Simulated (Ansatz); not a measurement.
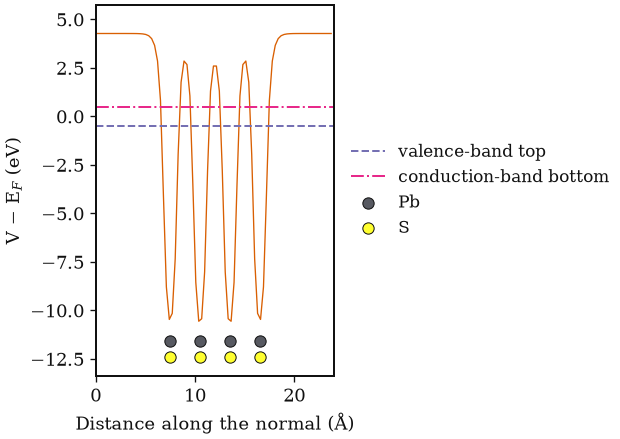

Plane-averaged electrostatic potential energy of an electron across the slab; circles at the bottom mark the heights of the atoms.

The material is a (100) slab cut from PbS (Fm-3m), ended by PbS planes, 8 atoms in the cell.

Computed with Ansatz: DFT LDA, scalar-relativistic, plane waves, PAW, no spin polarisation, 8×8×1 k mesh, Gaussian smearing of 0.05 eV.

**What are the ionisation potential and the electron affinity of the slab?**

From the vacuum level at the right face the ionisation potential is 4.77 eV and the electron affinity 3.76 eV; the left face gives the same. The slab's gap, their difference before rounding, is 1.01 eV. The two vacuum levels agree, so the slab has no net dipole along its normal.

**How thick are slab and vacuum?**

The outermost atoms are 9.0 Å apart, which leaves 15.0 Å of vacuum in a cell 24.0 Å high.

The atoms aren't at rest in this cell (largest force 0.7 eV/Å), so the relaxed material can differ. Spin-orbit coupling is left out, which matters for Pb.
